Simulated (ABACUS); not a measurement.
# Band-structure run of Rh (part 1 of 2)

Rh (1 atom in the cell), computed with Kohn-Sham DFT of a periodic cell, SOGGA, PseudoDojo NC SR 0.4.1 PBE standard, no spin polarisation (ABACUS 3.10.1).

The structure derives from an entry of the Crystallography Open Database.

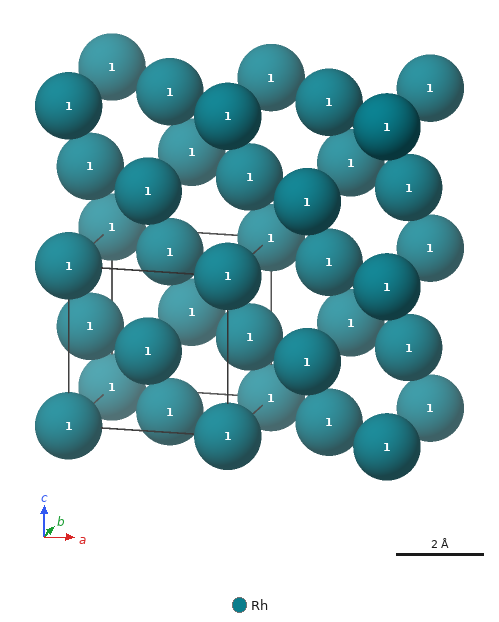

*The structure as given in the input (spheres-only view of the cell 4 times as large as that of the calculation, set on its symmetry axes, repeated 2 × 1 × 2, seen slightly off an axis; atoms are numbered from 1 in the order of the input).*

Summary

- outcome: converged
- space group (tolerance 0.01 Å): Fm-3m (225)
- electrons treated: 17
- free energy: −3185.0016 eV
- Fermi energy of the self-consistent step: 22.769 eV
- gap on the k-point mesh: none (metallic)
- pressure: −6.05 GPa
- largest force (length of the vector): under 0.001 eV/Å
- hardware: 4 threads of Intel Xeon @ 2.90GHz (Ice Lake), 16 GiB of memory available, shared host
- wall time: 4.8 s (CPU time 17 s)
- peak memory: 0.36 GiB

Notes

The cell is under a tension of 6.0 GPa at this level, so it is not at its equilibrium volume.

The input
```python
"""ABACUS run from a structure file: ASE reads it, the script writes STRU, KPT and INPUT."""
import re
import subprocess
import spglib
from ase import Atoms
from ase.io import read
from ase.units import Bohr

atoms = read("Rh.cif")
cell, frac, numbers = spglib.standardize_cell((atoms.cell[:], atoms.get_scaled_positions(), atoms.numbers), to_primitive=True, symprec=1e-4)
atoms = Atoms(numbers=numbers, cell=cell, scaled_positions=frac, pbc=True)  # the primitive cell
atoms = atoms[(-atoms.numbers).argsort(kind="stable")]  # ABACUS lists atoms element by element
pseudo = {'Rh': 'Rh.upf'}
orbital = {}
magmoms = None
kmesh = [10, 10, 10]
params = {
    'suffix': 'Rh',
    'calculation': 'scf',
    'basis_type': 'pw',
    'pseudo_dir': './',
    'symmetry': 1,
    'dft_functional': 'GGA_X_SOGGA+GGA_C_PBE',
    'ecutwfc': 89,
    'pseudo_rcut': 10,
    'nspin': 1,
    'nbands': 19,
    'ks_solver': 'dav',
    'smearing_method': 'fd',
    'smearing_sigma': 0.00367493,
    'scf_thr': 1e-08,
    'scf_nmax': 100,
    'mixing_type': 'broyden',
    'mixing_beta': 0.7,
    'cal_force': 1,
    'cal_stress': 1,
    'out_chg': 1,
    'out_pot': 2,
    'out_elf': 1,
}

symbols = atoms.get_chemical_symbols()
elements = list(dict.fromkeys(symbols))
lines = ["ATOMIC_SPECIES"] + [f"{e} {atoms.get_masses()[symbols.index(e)]:.4f} {pseudo[e]}" for e in elements]
if orbital:
    lines += ["", "NUMERICAL_ORBITAL"] + [orbital[e] for e in elements]
lines += ["", "LATTICE_CONSTANT", f"{1 / Bohr:.10f}", "", "LATTICE_VECTORS"]
lines += [" ".join(f"{x:.10f}" for x in v) for v in atoms.cell]
lines += ["", "ATOMIC_POSITIONS", "Direct"]
for e in elements:
    lines += ["", e, "0.0", str(symbols.count(e))]
    for i, p in enumerate(atoms.get_scaled_positions(wrap=False)):
        if symbols[i] == e:
            mag = "" if magmoms is None else " mag " + " ".join(str(x) for x in (magmoms[i] if isinstance(magmoms[i], list) else [magmoms[i]]))
            lines.append(" ".join(f"{x:.10f}" for x in p) + " 1 1 1" + mag)
open("STRU", "w").write("\n".join(lines) + "\n")
open("KPT", "w").write("K_POINTS\n0\nGamma\n%d %d %d 0 0 0\n" % tuple(kmesh))
open("INPUT", "w").write("INPUT_PARAMETERS\n" + "".join(f"{k:<20s}{v}\n" for k, v in params.items()))

done = subprocess.run(['mpirun', '-np', '4', 'abacus'])
if done.returncode:
    raise SystemExit(done.returncode)
log = open("OUT.Rh/running_scf.log").read()
print("final energy (eV):", re.findall(r"FINAL_ETOT_IS (\S+)", log))
```

File Rh.cif
```
data_Rh
_cell_length_a 3.79570000
_cell_length_b 3.79570000
_cell_length_c 3.79570000
_cell_angle_alpha 90.00000000
_cell_angle_beta 90.00000000
_cell_angle_gamma 90.00000000
_space_group_name_H-M_alt 'Fm-3m'
_space_group_name_Hall '-F 4 2 3'
_space_group_IT_number 225
loop_
_space_group_symop_operation_xyz
'x,y,z'
'-x,-y,-z'
'-y,x,z'
'y,-x,-z'
'-x,-y,z'
'x,y,-z'
'y,-x,z'
'-y,x,-z'
'x,-y,-z'
'-x,y,z'
'-y,-x,-z'
'y,x,z'
'-x,y,-z'
'x,-y,z'
'y,x,-z'
'-y,-x,z'
'z,x,y'
'-z,-x,-y'
'z,-y,x'
'-z,y,-x'
'z,-x,-y'
'-z,x,y'
'z,y,-x'
'-z,-y,x'
'-z,x,-y'
'z,-x,y'
'-z,-y,-x'
'z,y,x'
'-z,-x,y'
'z,x,-y'
'-z,y,x'
'z,-y,-x'
'y,z,x'
'-y,-z,-x'
'x,z,-y'
'-x,-z,y'
'-y,z,-x'
'y,-z,x'
'-x,z,y'
'x,-z,-y'
'-y,-z,x'
'y,z,-x'
'-x,-z,-y'
'x,z,y'
'y,-z,-x'
'-y,z,x'
'x,-z,y'
'-x,z,-y'
'x,y+1/2,z+1/2'
'-x,-y+1/2,-z+1/2'
'-y,x+1/2,z+1/2'
'y,-x+1/2,-z+1/2'
'-x,-y+1/2,z+1/2'
'x,y+1/2,-z+1/2'
'y,-x+1/2,z+1/2'
'-y,x+1/2,-z+1/2'
'x,-y+1/2,-z+1/2'
'-x,y+1/2,z+1/2'
'-y,-x+1/2,-z+1/2'
'y,x+1/2,z+1/2'
'-x,y+1/2,-z+1/2'
'x,-y+1/2,z+1/2'
'y,x+1/2,-z+1/2'
'-y,-x+1/2,z+1/2'
'z,x+1/2,y+1/2'
'-z,-x+1/2,-y+1/2'
'z,-y+1/2,x+1/2'
'-z,y+1/2,-x+1/2'
'z,-x+1/2,-y+1/2'
'-z,x+1/2,y+1/2'
'z,y+1/2,-x+1/2'
'-z,-y+1/2,x+1/2'
'-z,x+1/2,-y+1/2'
'z,-x+1/2,y+1/2'
'-z,-y+1/2,-x+1/2'
'z,y+1/2,x+1/2'
'-z,-x+1/2,y+1/2'
'z,x+1/2,-y+1/2'
'-z,y+1/2,x+1/2'
'z,-y+1/2,-x+1/2'
'y,z+1/2,x+1/2'
'-y,-z+1/2,-x+1/2'
'x,z+1/2,-y+1/2'
'-x,-z+1/2,y+1/2'
'-y,z+1/2,-x+1/2'
'y,-z+1/2,x+1/2'
'-x,z+1/2,y+1/2'
'x,-z+1/2,-y+1/2'
'-y,-z+1/2,x+1/2'
'y,z+1/2,-x+1/2'
'-x,-z+1/2,-y+1/2'
'x,z+1/2,y+1/2'
'y,-z+1/2,-x+1/2'
'-y,z+1/2,x+1/2'
'x,-z+1/2,y+1/2'
'-x,z+1/2,-y+1/2'
'x+1/2,y,z+1/2'
'-x+1/2,-y,-z+1/2'
'-y+1/2,x,z+1/2'
'y+1/2,-x,-z+1/2'
'-x+1/2,-y,z+1/2'
'x+1/2,y,-z+1/2'
'y+1/2,-x,z+1/2'
'-y+1/2,x,-z+1/2'
'x+1/2,-y,-z+1/2'
'-x+1/2,y,z+1/2'
'-y+1/2,-x,-z+1/2'
'y+1/2,x,z+1/2'
'-x+1/2,y,-z+1/2'
'x+1/2,-y,z+1/2'
'y+1/2,x,-z+1/2'
'-y+1/2,-x,z+1/2'
'z+1/2,x,y+1/2'
'-z+1/2,-x,-y+1/2'
'z+1/2,-y,x+1/2'
'-z+1/2,y,-x+1/2'
'z+1/2,-x,-y+1/2'
'-z+1/2,x,y+1/2'
'z+1/2,y,-x+1/2'
'-z+1/2,-y,x+1/2'
'-z+1/2,x,-y+1/2'
'z+1/2,-x,y+1/2'
'-z+1/2,-y,-x+1/2'
'z+1/2,y,x+1/2'
'-z+1/2,-x,y+1/2'
'z+1/2,x,-y+1/2'
'-z+1/2,y,x+1/2'
'z+1/2,-y,-x+1/2'
'y+1/2,z,x+1/2'
'-y+1/2,-z,-x+1/2'
'x+1/2,z,-y+1/2'
'-x+1/2,-z,y+1/2'
'-y+1/2,z,-x+1/2'
'y+1/2,-z,x+1/2'
'-x+1/2,z,y+1/2'
'x+1/2,-z,-y+1/2'
'-y+1/2,-z,x+1/2'
'y+1/2,z,-x+1/2'
'-x+1/2,-z,-y+1/2'
'x+1/2,z,y+1/2'
'y+1/2,-z,-x+1/2'
'-y+1/2,z,x+1/2'
'x+1/2,-z,y+1/2'
'-x+1/2,z,-y+1/2'
'x+1/2,y+1/2,z'
'-x+1/2,-y+1/2,-z'
'-y+1/2,x+1/2,z'
'y+1/2,-x+1/2,-z'
'-x+1/2,-y+1/2,z'
'x+1/2,y+1/2,-z'
'y+1/2,-x+1/2,z'
'-y+1/2,x+1/2,-z'
'x+1/2,-y+1/2,-z'
'-x+1/2,y+1/2,z'
'-y+1/2,-x+1/2,-z'
'y+1/2,x+1/2,z'
'-x+1/2,y+1/2,-z'
'x+1/2,-y+1/2,z'
'y+1/2,x+1/2,-z'
'-y+1/2,-x+1/2,z'
'z+1/2,x+1/2,y'
'-z+1/2,-x+1/2,-y'
'z+1/2,-y+1/2,x'
'-z+1/2,y+1/2,-x'
'z+1/2,-x+1/2,-y'
'-z+1/2,x+1/2,y'
'z+1/2,y+1/2,-x'
'-z+1/2,-y+1/2,x'
'-z+1/2,x+1/2,-y'
'z+1/2,-x+1/2,y'
'-z+1/2,-y+1/2,-x'
'z+1/2,y+1/2,x'
'-z+1/2,-x+1/2,y'
'z+1/2,x+1/2,-y'
'-z+1/2,y+1/2,x'
'z+1/2,-y+1/2,-x'
'y+1/2,z+1/2,x'
'-y+1/2,-z+1/2,-x'
'x+1/2,z+1/2,-y'
'-x+1/2,-z+1/2,y'
'-y+1/2,z+1/2,-x'
'y+1/2,-z+1/2,x'
'-x+1/2,z+1/2,y'
'x+1/2,-z+1/2,-y'
'-y+1/2,-z+1/2,x'
'y+1/2,z+1/2,-x'
'-x+1/2,-z+1/2,-y'
'x+1/2,z+1/2,y'
'y+1/2,-z+1/2,-x'
'-y+1/2,z+1/2,x'
'x+1/2,-z+1/2,y'
'-x+1/2,z+1/2,-y'
loop_
_atom_site_label
_atom_site_type_symbol
_atom_site_symmetry_multiplicity
_atom_site_Wyckoff_symbol
_atom_site_fract_x
_atom_site_fract_y
_atom_site_fract_z
_atom_site_occupancy
Rh1 Rh 4 a 0.0000000000 0.0000000000 0.0000000000 1
```

File INPUT
```
INPUT_PARAMETERS
suffix              Rh
calculation         scf
basis_type          pw
pseudo_dir          ./
symmetry            1
dft_functional      GGA_X_SOGGA+GGA_C_PBE
ecutwfc             89
pseudo_rcut         10
nspin               1
nbands              19
ks_solver           dav
smearing_method     fd
smearing_sigma      0.00367493
scf_thr             1e-08
scf_nmax            100
mixing_type         broyden
mixing_beta         0.7
cal_force           1
cal_stress          1
out_chg             1
out_pot             2
out_elf             1
```

File STRU
```
ATOMIC_SPECIES
Rh 102.9055 Rh.upf

LATTICE_CONSTANT
1.8897261258

LATTICE_VECTORS
0.0000000000 1.8978500000 1.8978500000
1.8978500000 0.0000000000 1.8978500000
1.8978500000 1.8978500000 0.0000000000

ATOMIC_POSITIONS
Direct

Rh
0.0
1
0.0000000000 0.0000000000 -0.0000000000 1 1 1
```

File KPT
```
K_POINTS
0
Gamma
10 10 10 0 0 0
```

Command:
```bash
OMP_NUM_THREADS=1 python run_abacus.py > log
```

What the program printed
```
ABACUS v3.10.1

               Atomic-orbital Based Ab-initio Computation at UStc

 ------------------------------------------------------------------------------------

 READING GENERAL INFORMATION
                           global_out_dir = OUT.Rh/
                           global_in_card = INPUT
                               pseudo_dir = ./
                              orbital_dir =
                                    DSIZE = 4
                                    GSIZE = 1

 READING UNITCELL INFORMATION
                                    ntype = 1
                  lattice constant (Bohr) = 1.88973
              lattice constant (Angstrom) = 1

 READING ATOM TYPE 1
                               atom label = Rh
                      L=0, number of zeta = 1
                      L=1, number of zeta = 1
                      L=2, number of zeta = 1
             number of atom for this type = 1

                        TOTAL ATOM NUMBER = 1
DIRECT COORDINATES
    atom                   x                   y                   z     mag                  vx                  vy                  vz
taud_Rh1            0.0000000000        0.0000000000        0.0000000000  0.0000        0.0000000000        0.0000000000        0.0000000000

                          Volume (Bohr^3) = 92.2597
                             Volume (A^3) = 13.6715

 Lattice vectors: (Cartesian coordinate: in unit of a_0)
                   +0            +1.89785            +1.89785
             +1.89785                  +0            +1.89785
             +1.89785            +1.89785                  +0
 Reciprocal vectors: (Cartesian coordinate: in unit of 2 pi/a_0)
            -0.263456           +0.263456           +0.263456
            +0.263456           -0.263456           +0.263456
            +0.263456           +0.263456           -0.263456
 The esolver type has been set to : ksdft_pw

                PAO radial cut off (Bohr) = 10

 Read in pseudopotential file is Rh.upf
                     pseudopotential type = NC
          exchange-correlation functional = PBE
                 nonlocal core correction = 1
                        valence electrons = 17
                                     lmax = 2
                           number of zeta = 4
                     number of projectors = 6
                           L of projector = 0
                           L of projector = 0
                           L of projector = 1
                           L of projector = 1
                           L of projector = 2
                           L of projector = 2
 XC functional updated to : GGA_X_SOGGA+GGA_C_PBE
          exchange-correlation functional = GGA_X_SOGGA+GGA_C_PBE
     initial pseudo atomic orbital number = 10

 SETUP THE ELECTRONS NUMBER
            electron number of element Rh = 17
      total electron number of element Rh = 17
            AUTOSET number of electrons:  = 17
                           occupied bands = 9
                                   NBANDS = 19
                                   NLOCAL = 9

%%%%%%%%%%%%%%%%%%%%%%%%%%%%%%%%%%%%%%%%%%%%%%%%%%%%%%%%%%%%%%%%%%%%%%%%%%%%%%%%%%%%%%%%%%%%%%%%%%%%%%%%%%
 Warning: the number of valence electrons in pseudopotential > 9 for Rh: [Kr] 4d8 5s1
 Pseudopotentials with additional electrons can yield (more) accurate outcomes, but may be less efficient.
 If you're confident that your chosen pseudopotential is appropriate, you can safely ignore this warning.
%%%%%%%%%%%%%%%%%%%%%%%%%%%%%%%%%%%%%%%%%%%%%%%%%%%%%%%%%%%%%%%%%%%%%%%%%%%%%%%%%%%%%%%%%%%%%%%%%%%%%%%%%%

 SETUP THE PLANE WAVE BASIS
 energy cutoff for charge/potential (unit:Ry) = 356
            fft grid for charge/potential = [ 32, 32, 32 ]
                        fft grid division = [ 1, 1, 1 ]
        big fft grid for charge/potential = [ 32, 32, 32 ]
                                     nbxx = 8192
                                     nrxx = 8192

 SETUP PLANE WAVES FOR CHARGE/POTENTIAL
                    number of plane waves = 10417
                         number of sticks = 637

 PARALLEL PW FOR CHARGE/POTENTIAL
     PROC   COLUMNS(POT)             PW
        1            159           2604
        2            159           2604
        3            159           2604
        4            160           2605
 --------------- sum -------------------
        4            637          10417
                            number of |g| = 153
                                  max |g| = 31.9282
                                  min |g| = 0.555273

----------- Double Check Mixing Parameters Begin ------------
mixing_type: broyden
mixing_beta: 0.7
mixing_gg0: 1
mixing_gg0_min: 0.1
mixing_ndim: 8
----------- Double Check Mixing Parameters End ------------

 LATTICE VECTORS: (CARTESIAN COORDINATE: IN UNIT OF A0)
                   +0            +1.89785            +1.89785
             +1.89785                  +0            +1.89785
             +1.89785            +1.89785                  +0
                       right hand lattice = 1
                                   NORM_A = 2.68397
                                   NORM_B = 2.68397
                                   NORM_C = 2.68397
                           ALPHA (DEGREE) = 60
                           BETA  (DEGREE) = 60
                           GAMMA (DEGREE) = 60

 The lattice vectors have been changed (STRU_SIMPLE.cif)

(for optimal symmetric configuration:)
                             BRAVAIS TYPE = 3
                     BRAVAIS LATTICE NAME = 03. Cubic F (face-centered)
                                    ibrav = 3
                                    IBRAV = 3
                                  BRAVAIS = FACE CENTERED CUBIC
                       LATTICE CONSTANT A = 3.7957
Original cell was already a primitive cell.
                        ROTATION MATRICES = 48
              PURE POINT GROUP OPERATIONS = 48
                   SPACE GROUP OPERATIONS = 48
                              POINT GROUP = O_h
               POINT GROUP IN SPACE GROUP = O_h
```
